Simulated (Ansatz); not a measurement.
Consider this structure.

```cif
data_structure
_symmetry_space_group_name_H-M 'C m c m'
_symmetry_Int_Tables_number 63
_cell_length_a 7.4031
_cell_length_b 6.4794
_cell_length_c 8.8783
_cell_angle_alpha 90.000
_cell_angle_beta 90.000
_cell_angle_gamma 90.000
_cell_volume 425.87
loop_
_atom_site_label
_atom_site_type_symbol
_atom_site_symmetry_multiplicity
_atom_site_Wyckoff_symbol
_atom_site_fract_x
_atom_site_fract_y
_atom_site_fract_z
_atom_site_occupancy
Al1 Al 8 e 0.31983 0.00000 0.00000 1
Al2 Al 8 f 0.50000 0.64158 0.09880 1
Al3 Al 8 g 0.31993 0.29804 0.25000 1
Ru1 Ru 4 c 0.50000 0.96336 0.25000 1
```

Question: What would you see if this were drawn?

Answer: The solid is Al6Ru. Space group Cmcm (No. 63), lattice base-centred orthorhombic. One cell contains 24 Al, 4 Ru, 28 atoms in all. Counting contacts within bonding distance, the coordination numbers are Al 11 and Ru 10.

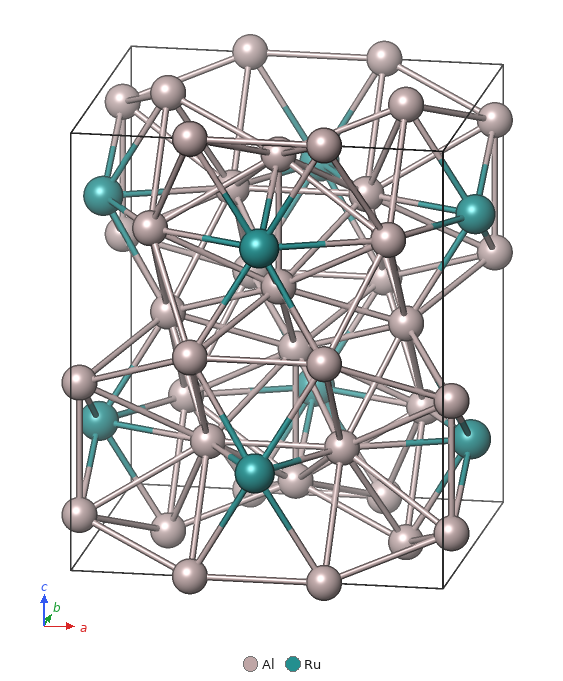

Drawn in the ball-and-stick manner and seen slightly off an axis. The edges of the conventional unit cell are marked.

The structure was taken from a structure listed in the Materials Project. Earlier steps of the study, as a rule a relaxation of our own, may have changed the cell and positions, so they can lie some per cent off the listed ones. A calculation with Ansatz used it as input.
